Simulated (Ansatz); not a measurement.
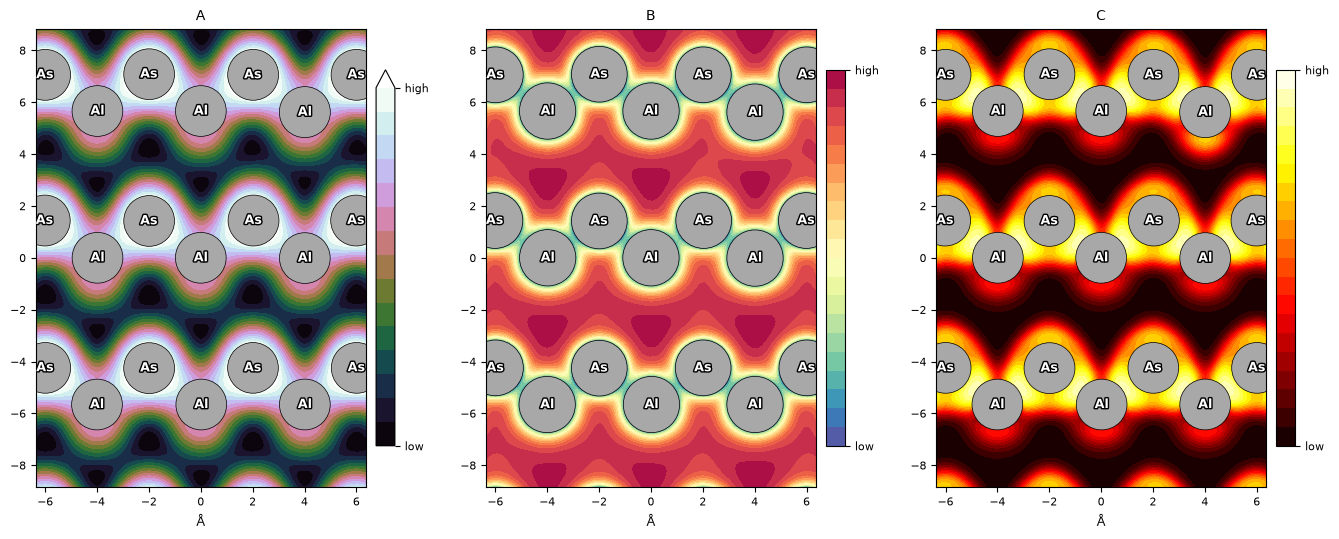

Al27As26 (cell charge +1, with a compensating background) (cell with a defect): 3 fields on the (011̄) plane of the calculation cell, with unlabelled colour scales. Grey discs cover the atomic cores.

The program warned that a starting moment wasn't kept; spin-polarised, but the moments vanished.

All numbers below come from DFT, PBE, plane-wave PAW, default files, scalar-relativistic in Ansatz 0.2.0.

The panels show electron localisation function, electrostatic potential energy of an electron and valence pseudo-density in some order. Assign them.

Answer. Panel A: valence pseudo-density. Panel B: electrostatic potential energy of an electron (low next to the atoms, rising into the space between them). Panel C: electron localisation function. From the grid: Al–As (2.45 Å): ρ at the midpoint is about 0.49 e/Å³; the ELF peaks at about 0.95 between the atoms; localised, covalent bonding. Al–As (2.49 Å): ρ at the midpoint is about 0.45 e/Å³; the ELF peaks at about 0.90 between the atoms, as expected for localised, covalent bonding.
